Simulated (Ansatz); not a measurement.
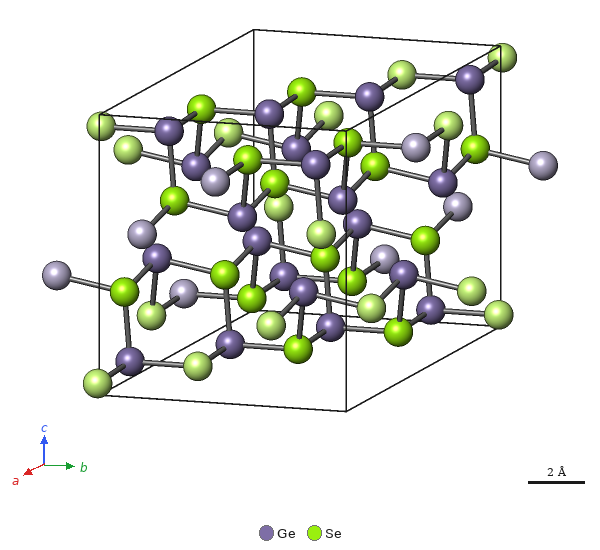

Fig. 1: The structure (ball-and-stick view of the cell of the calculation, seen at an oblique angle; neighbours outside the cell are drawn fainter). An atom can appear more than once, as a periodic image.

GeSe: single-point calculation

GeSe (Pnma, 32 atoms in the cell), computed with DFT PBE, scalar-relativistic, plane waves, PAW, no spin polarisation (Ansatz 0.2.0).

The structure derives from a Materials Project entry. It belongs to a series of runs on one base structure; here: the perfect crystal in a cell of 32 atoms.

The input:
```yaml
crystal:
  lattice:
    - [0.0, 7.7594304091, -4.5342500442]
    - [0.0, -7.7594304091, -4.5342500442]
    - [-11.1941425877, 0.0, 0.0]
  atoms:
    - { symbol: Ge, position: [0.2521574861, 0.6271574861, 0.8733380546] }
    - { symbol: Ge, position: [0.5021574861, 0.3771574861, 0.8733380546] }
    - { symbol: Ge, position: [0.0021574861, 0.8771574861, 0.8733380546] }
    - { symbol: Ge, position: [0.7521574861, 0.1271574861, 0.8733380546] }
    - { symbol: Ge, position: [0.9978425139, 0.1228425139, 0.1266619454] }
    - { symbol: Ge, position: [0.2478425139, 0.8728425139, 0.1266619454] }
    - { symbol: Ge, position: [0.7478425139, 0.3728425139, 0.1266619454] }
    - { symbol: Ge, position: [0.4978425139, 0.6228425139, 0.1266619454] }
    - { symbol: Ge, position: [0.1271574861, 0.2521574861, 0.6266619454] }
    - { symbol: Ge, position: [0.3771574861, 0.0021574861, 0.6266619454] }
    - { symbol: Ge, position: [0.8771574861, 0.5021574861, 0.6266619454] }
    - { symbol: Ge, position: [0.6271574861, 0.7521574861, 0.6266619454] }
    - { symbol: Ge, position: [0.1228425139, 0.4978425139, 0.3733380546] }
    - { symbol: Ge, position: [0.3728425139, 0.2478425139, 0.3733380546] }
    - { symbol: Ge, position: [0.8728425139, 0.7478425139, 0.3733380546] }
    - { symbol: Ge, position: [0.6228425139, 0.9978425139, 0.3733380546] }
    - { symbol: Se, position: [0.0628315761, 0.4378315761, 0.1474402636] }
    - { symbol: Se, position: [0.3128315761, 0.1878315761, 0.1474402636] }
    - { symbol: Se, position: [0.8128315761, 0.6878315761, 0.1474402636] }
    - { symbol: Se, position: [0.5628315761, 0.9378315761, 0.1474402636] }
    - { symbol: Se, position: [0.1871684239, 0.3121684239, 0.8525597364] }
    - { symbol: Se, position: [0.4371684239, 0.0621684239, 0.8525597364] }
    - { symbol: Se, position: [0.9371684239, 0.5621684239, 0.8525597364] }
    - { symbol: Se, position: [0.6871684239, 0.8121684239, 0.8525597364] }
    - { symbol: Se, position: [0.9378315761, 0.0628315761, 0.3525597364] }
    - { symbol: Se, position: [0.1878315761, 0.8128315761, 0.3525597364] }
    - { symbol: Se, position: [0.6878315761, 0.3128315761, 0.3525597364] }
    - { symbol: Se, position: [0.4378315761, 0.5628315761, 0.3525597364] }
    - { symbol: Se, position: [0.3121684239, 0.6871684239, 0.6474402636] }
    - { symbol: Se, position: [0.5621684239, 0.4371684239, 0.6474402636] }
    - { symbol: Se, position: [0.0621684239, 0.9371684239, 0.6474402636] }
    - { symbol: Se, position: [0.8121684239, 0.1871684239, 0.6474402636] }
basis:
  ecutwfc: 420
  xc_grid: 2
kpoints:
  mp_grid: { grid: [2, 2, 2], shift: [0.5, 0.5, 0.5] }
hamiltonian:
  xc: pbe
scf:
  occupations: { method: gaussian, width: 0.01 }
output:
  forces: true
  stress: true
  eigenvalues: true
  write_density: true
  write_potential: true
  elf: true
  volumetric_format: npy
```

Launched with:
```bash
ansatz run input.yaml --threads 4 --pin off --max-ram 10240MiB --backend cpu --events-out ev --progress --plain --runs-dir out
```

The program's output:
```
Engine: ansatz 0.2.0, x86_64-unknown-linux-gnu
Pseudopotentials: kind: paw
Pseudopotential: Ge, paw, valence charge 14, recommended cutoff 420 eV (normal), Ge.paw.azcp
Pseudopotential: Se, paw, valence charge 16, recommended cutoff 420 eV (normal), Se.paw.azcp
Functional definition: PBE
  parameter kappa = 0.804
  parameter beta = 0.06672455060314922
  exchange = pbe_x(kappa = kappa, mu = beta*pi^2/3)
  correlation = pbe_c(beta = beta)
Crystal: 32 atoms, lattice volume = 787.691 Å³
Basis set: ecut = 420 eV, 15331 PW (Γ), exchange–correlation on 128×128×150 points (8 copies of the dense FFT grid, shifted against one another)
Bands: 288, of which v1, the nominal top of the filled ones, is band 240 counted from 1 (239 counted from 0)
Symmetry: 32 space group operations
Space group: Pnma (ITA 62), of the structure as read, at distance tolerance 9.2e-5 Å
k-points: 2 of 8
Non-local potential: Ge, projectors of the file, l = 0: 2, l = 1: 2, l = 2: 3, l = 3: 1
Non-local potential: Se, projectors of the file, l = 0: 2, l = 1: 2, l = 2: 3, l = 3: 1
PAW form: soft (Blöchl's): semilocal exchange-correlation on the pseudo side does not see the compensation charge
PAW one-centre angular grid: Ge, 590 points (default); XC on 64 Gauss nodes
PAW one-centre angular grid: Se, 590 points (default); XC on 64 Gauss nodes
Initial density: superposition of atomic densities (neutral atoms: chi_scale 0, normalization atom), corrected by the library's trained network
Initial wavefunctions: pseudopotential atomic-orbital guess
Functional: x = pbe(κ = 0.804, μ = 0.2195149727645171), c = pbe(β = 0.06672455060314922)
SCF iter   1: F=—  HF=-156232.345902 eV  |F-HF|=—  |Δ(HF+E_count)|=         —  Δρ=1.51e-3  dr2=2.77e-2  ethr=1.77e-3  ⟨swp⟩=6.0  Hψ=2024  notcnv=0  defer=1
preconditioner: auto → Resta (q_TF=auto, 2.512 Å⁻¹)  ε∞=4.4  [insulator: Δε(μ)=1.255 eV  Ē_g=9.025 eV  σ=0.010 eV  W_gap=1.00  n_scr=224 (ndim 8)  ℏωp=16.7 eV  f_vac=0.006  D(μ)=0.00/eV (n_scr^D=0)  ε∞_Penn≈4.4]
SCF iter   2: F=—  HF=-156232.335804 eV  |F-HF|=—  |Δ(HF+E_count)|=   1.01e-2  Δρ=8.08e-4  dr2=6.88e-3  ethr=5.77e-6  ⟨swp⟩=2.0  Hψ=838  notcnv=0  defer=82
SCF iter   3: F=—  HF=-156232.336935 eV  |F-HF|=—  |Δ(HF+E_count)|=   1.13e-3  Δρ=2.22e-4  dr2=3.68e-4  ethr=1.43e-6  ⟨swp⟩=2.0  Hψ=828  notcnv=0  defer=82
SCF iter   4: F=—  HF=-156232.336831 eV  |F-HF|=—  |Δ(HF+E_count)|=   1.04e-4  Δρ=1.02e-4  dr2=9.13e-5  ethr=7.66e-8  ⟨swp⟩=2.0  Hψ=814  notcnv=0  defer=82
SCF iter   5: F=—  HF=-156232.336806 eV  |F-HF|=—  |Δ(HF+E_count)|=   2.45e-5  Δρ=2.91e-5  dr2=8.27e-6  ethr=1.90e-8  ⟨swp⟩=2.0  Hψ=654  notcnv=0  defer=82
SCF iter   6: F=—  HF=-156232.336812 eV  |F-HF|=—  |Δ(HF+E_count)|=   5.55e-6  Δρ=8.58e-6  dr2=6.90e-7  ethr=1.72e-9  ⟨swp⟩=2.0  Hψ=974  notcnv=0  defer=82
SCF iter   7: F=—  HF=-156232.336812 eV  |F-HF|=—  |Δ(HF+E_count)|=   4.76e-8  Δρ=3.65e-6  dr2=1.13e-7  ethr=2.08e-11  ⟨swp⟩=11.5  Hψ=4692  notcnv=0
SCF iter   8: F=-156232.336812 eV  HF=-156232.336812 eV  |F-HF|=5.62e-9  |Δ(HF+E_count)|=   4.64e-8  Δρ=8.41e-7  dr2=5.27e-9  ethr=2.08e-11  ⟨swp⟩=7.0  Hψ=2987  notcnv=0
SCF 1 converged in 8 iterations: F = -156232.336812 eV  dr2 = 5.27e-9
  greatest PAW one-centre occupation: 1.000 electrons in one spin orbital (limit 2), on the Se atom at site 23 (counted from 0), in its partial waves of l = 2
```

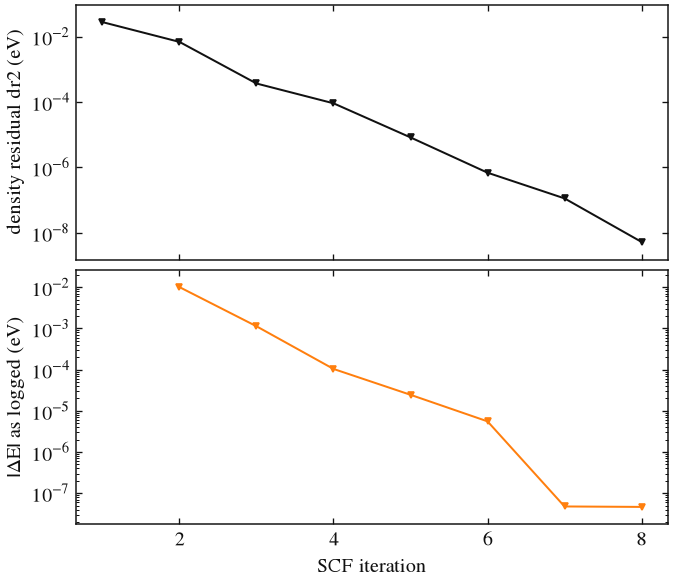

Fig. 2: Convergence of the self-consistent field: density residual dr2 and size of the energy change against the SCF iteration. The residual falls at every step.

```
SCF converged after 8 iterations
Free energy (F): -156232.336812 eV
Harris-Foulkes:  -156232.336812 eV  (|F-HF|=5.62e-9)
Internal energy: -156232.336812 eV  (E = F + TS)
E sigma→0 (E₀):  -156232.336812 eV
Fermi energy:    8.055739 eV
--- Per-component energies (eV) ---
  E_band       = -8724.732266
  E_kinetic    = 3631.746490
  E_local      = -77710.720609  (includes V_loc(G=0)·N_el)
  E_nonlocal   = -2903.967300
  E_hartree    = 36102.311614
  E_xc         = -2864.777205
  E_vxc        = -2584.967096  (∫ρ·V_xc dr)
  E_paw        = -62821.318740  (= ΣΔE_a)
  E_vpaw       = -1361.439750  (= ΣTr[D̂ρ^β])
  E_aug_tail   = -0.004786  (compensation charges beyond the density's cutoff)
  E_ewald      = -49665.606277
  E_smearing   = -0.000000  (= −TS)
  E_closure    = -0.000000  (closes the sum)
  Σ components = -156232.336812   (vs F -156232.336812, Δ=0.00e0)
--- Forces (eV/Å), atoms counted from 1 ---
  atom   1  Ge    -0.05305927     0.00000000    -0.00573278
  atom   2  Ge    -0.05305927    -0.00000000    -0.00573278
  atom   3  Ge    -0.05305927     0.00000000    -0.00573278
  atom   4  Ge    -0.05305927    -0.00000000    -0.00573278
  atom   5  Ge     0.05305927     0.00000000     0.00573278
  atom   6  Ge     0.05305927    -0.00000000     0.00573278
  atom   7  Ge     0.05305927     0.00000000     0.00573278
  atom   8  Ge     0.05305927     0.00000000     0.00573278
  atom   9  Ge     0.05305927    -0.00000000    -0.00573278
  atom  10  Ge     0.05305927     0.00000000    -0.00573278
  atom  11  Ge     0.05305927     0.00000000    -0.00573278
  atom  12  Ge     0.05305927     0.00000000    -0.00573278
  atom  13  Ge    -0.05305927     0.00000000     0.00573278
  atom  14  Ge    -0.05305927     0.00000000     0.00573278
  atom  15  Ge    -0.05305927     0.00000000     0.00573278
  atom  16  Ge    -0.05305927    -0.00000000     0.00573278
  atom  17  Se     0.04160080    -0.00000000    -0.01136743
  atom  18  Se     0.04160080     0.00000000    -0.01136743
  atom  19  Se     0.04160080    -0.00000000    -0.01136743
  atom  20  Se     0.04160080     0.00000000    -0.01136743
  atom  21  Se    -0.04160080     0.00000000     0.01136743
  atom  22  Se    -0.04160080     0.00000000     0.01136743
  atom  23  Se    -0.04160080     0.00000000     0.01136743
  atom  24  Se    -0.04160080     0.00000000     0.01136743
  atom  25  Se    -0.04160080     0.00000000    -0.01136743
  atom  26  Se    -0.04160080    -0.00000000    -0.01136743
  atom  27  Se    -0.04160080     0.00000000    -0.01136743
  atom  28  Se    -0.04160080     0.00000000    -0.01136743
  atom  29  Se     0.04160080     0.00000000     0.01136743
  atom  30  Se     0.04160080     0.00000000     0.01136743
  atom  31  Se     0.04160080    -0.00000000     0.01136743
  atom  32  Se     0.04160080     0.00000000     0.01136743
  max |Σ_I F_I| component: 1.39e-17 eV/Å
--- Stress (GPa, compression-positive) ---
        0.000019       0.000000      -0.000000
        0.000000      -0.224084       0.000000
        0.000000      -0.000000      -0.006210
  P = ⅓ Tr σ = -0.0768 GPa (-0.768 kbar)
--- Band table (eV) ---
  k-point 0: bands = ["-39.8291", "-39.8291", "-39.8291", "-39.8291", "-39.8291", "-39.8291", "-39.8290", "-39.8290", "-39.8290", "-39.8290", ... 78 levels left out ..., "-16.8461", "-16.8460", "-16.8460", "-16.8459", "-16.8459", "-16.8454", "-16.8443", "-16.8438", "-16.8433", "-16.8431", "-16.8428", "-16.8426", "-16.8415", "-16.8415", "-16.8410", "-16.8410", "-16.8401", "-16.8401", "-16.8398", "-16.8398", "-16.8378", "-16.8378", "-16.8375", "-16.8375", "-16.8154", "-16.8152", "-16.8151", "-16.8151", "-16.8144",
      "-16.8144", "-16.8144", "-16.8144", "-16.8131", "-16.8131", "-16.8127", "-16.8127", "-16.8120", "-16.8120", "-16.8116", "-16.8114", "-16.8092", "-16.8092", "-16.8092", "-16.8081", "-16.8081", "-16.8080", "-16.8080", "-16.8080", "-16.8065", "-16.8065", "-16.8040", "-16.8040", "-16.8035", "-16.8035", "-16.8016", "-16.8005", "-16.7954", "-16.7950", "-16.7936", "-16.7936", "-16.7935", "-16.7935", "-16.7934", "-16.7931", "-16.7924", "-16.7924", "-16.7920", "-16.7920", "-16.7918",
      "-16.7918", "-16.7914", "-16.7914", "-6.2126", "-6.0171", "-5.8360", "-5.8360", "-5.6673", "-5.6673", "-5.2059", "-5.0514", "-5.0514", "-5.0127", "-5.0127", "-5.0067", "-5.0067", "-4.9516", "-4.8234", "-4.8234", "-0.6817", "-0.6581", "-0.6581", "-0.4375", "-0.4375", "-0.2223", "-0.2223", "-0.1801", "-0.1801", "-0.1532", "0.5272", "0.5272", "0.7290", "0.7689", "0.7689", "1.2038", "3.2163", "3.2163", "3.2956", "3.3553", "3.3553",
      "3.5668", "3.5668", "3.7504", "3.7504", "3.8718", "3.8718", "4.2799", "4.2799", "4.4685", "4.4685", "4.4931", "4.6522", "4.6522", "4.9159", "5.0395", "5.0395", "5.1417", "5.1439", "5.2483", "5.2483", "5.4059", "5.6975", "5.6975", "5.8589", "5.8589", "5.9416", "6.0292", "6.0292", "6.1679", "6.1679", "6.2117", "6.2293", "6.3820", "6.3820", "6.5588", "6.5588", "6.7773", "6.7773", "6.8038", "6.9233",
      "7.1029", "7.1029", "7.2880", "9.1270", "9.1270", "9.1627", "9.4467", "9.5169", "9.5169", "9.6117", "9.6117", "9.8795", "10.0205", "10.0205", "10.1460", "10.1898", "10.1898", "10.4124", "10.4390", "10.4390", "10.4884", "10.4884", "10.5761", "10.8825", "11.0411", "11.0411", "11.1328", "11.1328", "11.4072", "11.4072", "11.4166", "11.4761", "11.4761", "11.6593", "11.7260", "11.7260", "11.8990", "11.8990", "11.9329", "11.9329",
      "12.0959", "12.2339", "12.4824", "12.4824", "12.6469", "12.6469", "12.9217", "12.9217", "13.0615", "13.1516", "13.1516"]
  k-point 1: bands = ["-39.8291", "-39.8291", "-39.8291", "-39.8291", "-39.8290", "-39.8290", "-39.8290", "-39.8290", "-39.8290", "-39.8290", ... 78 levels left out ..., "-16.8461", "-16.8456", "-16.8455", "-16.8455", "-16.8448", "-16.8446", "-16.8446", "-16.8443", "-16.8431", "-16.8431", "-16.8427", "-16.8425", "-16.8425", "-16.8425", "-16.8419", "-16.8415", "-16.8393", "-16.8389", "-16.8387", "-16.8387", "-16.8383", "-16.8383", "-16.8380", "-16.8380", "-16.8165", "-16.8163", "-16.8151", "-16.8147", "-16.8142",
      "-16.8142", "-16.8135", "-16.8131", "-16.8131", "-16.8128", "-16.8128", "-16.8127", "-16.8127", "-16.8127", "-16.8117", "-16.8113", "-16.8094", "-16.8091", "-16.8086", "-16.8086", "-16.8083", "-16.8083", "-16.8079", "-16.8077", "-16.8059", "-16.8059", "-16.8053", "-16.8053", "-16.8025", "-16.8019", "-16.8019", "-16.8012", "-16.7951", "-16.7948", "-16.7940", "-16.7940", "-16.7939", "-16.7939", "-16.7926", "-16.7924", "-16.7924", "-16.7924", "-16.7923", "-16.7923", "-16.7917",
      "-16.7917", "-16.7914", "-16.7914", "-6.3541", "-6.1547", "-5.6098", "-5.5867", "-5.5867", "-5.4719", "-5.3273", "-5.3273", "-5.1140", "-5.1140", "-5.0814", "-4.9807", "-4.9807", "-4.8994", "-4.8140", "-4.7901", "-0.8177", "-0.5702", "-0.5702", "-0.5102", "-0.3116", "-0.2847", "-0.2847", "0.0011", "0.0194", "0.0951", "0.0951", "0.1979", "0.1979", "0.3390", "1.7116", "1.7395", "2.9161", "2.9287", "2.9287", "3.3341", "3.3341",
      "3.7931", "3.8356", "4.2127", "4.2127", "4.2421", "4.2421", "4.2901", "4.3310", "4.5246", "4.5592", "4.6624", "4.6624", "4.6842", "4.7193", "4.7204", "4.8077", "4.8077", "4.9976", "4.9976", "5.1755", "5.3245", "5.5494", "5.7226", "5.7811", "5.7811", "5.7957", "5.8407", "5.8670", "5.8670", "6.0416", "6.0737", "6.4248", "6.4747", "6.5143", "6.5143", "6.5428", "6.7075", "7.0191", "7.0191", "7.0802",
      "7.2018", "7.2018", "7.4243", "8.6871", "9.0074", "9.1703", "9.3084", "9.3947", "9.3947", "9.6052", "9.7557", "9.7557", "9.9333", "10.0697", "10.0697", "10.1399", "10.1715", "10.3098", "10.3643", "10.4645", "10.4645", "10.5697", "10.7350", "10.7943", "10.9674", "11.0384", "11.1332", "11.1332", "11.1333", "11.1333", "11.1577", "11.1732", "11.5541", "11.5541", "11.5715", "11.5892", "12.0436", "12.0436", "12.1493", "12.1493",
      "12.1851", "12.3993", "12.6521", "12.6521", "12.6873", "12.7614", "12.9280", "13.2939", "13.2939", "13.8527", "13.8527"]
```

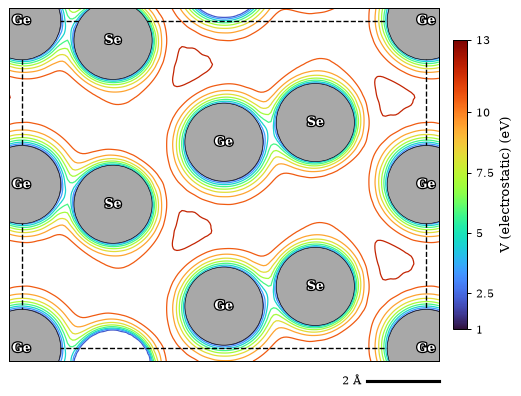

Fig. 3: Electrostatic potential (local pseudopotential plus Hartree) felt by an electron on the (11̄0) plane of the calculation cell. Grey discs, where drawn, cover atomic cores. Outside the cores the potential energy rises away from the atoms and is highest about 2.2 Å from the nearest atoms; outside the discs it spans about 10 eV, and its zero is arbitrary. In a PAW calculation such maps are meaningful between the atoms, not at the nuclei.

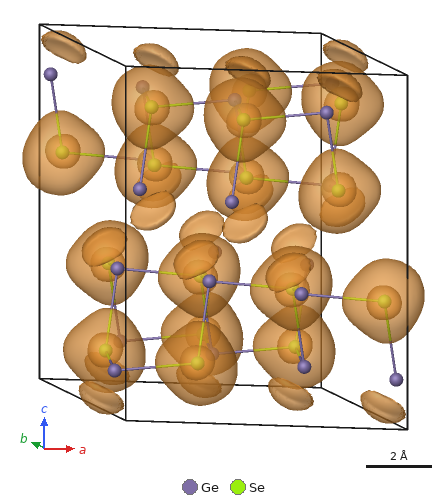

Fig. 4: Isosurface of the ELF at 0.65 (orange), seen at an oblique angle. Core shells and regions of very low density are left out. Sticks mark near contacts. The outline is the calculation cell. Profiles from the grid: Ge–Se (2.59 Å): the ELF is about 0.70 at the midpoint.

Summary:

```csv
quantity,value
outcome,converged
space group (tolerance 0.01 Å),Pnma (62)
electrons treated,480
free energy,−156232.3368 eV
Fermi energy,8.056 eV
gap on the k-point mesh,1.26 eV
pressure,−0.08 GPa
largest force (length of the vector),0.053 eV/Å
hardware,"4 threads of Intel Xeon @ 2.50GHz (Skylake/Cascade Lake), 189 GiB of memory available, shared host"
wall time,43 s (CPU time 88 s)
peak memory,2.2 GiB
```
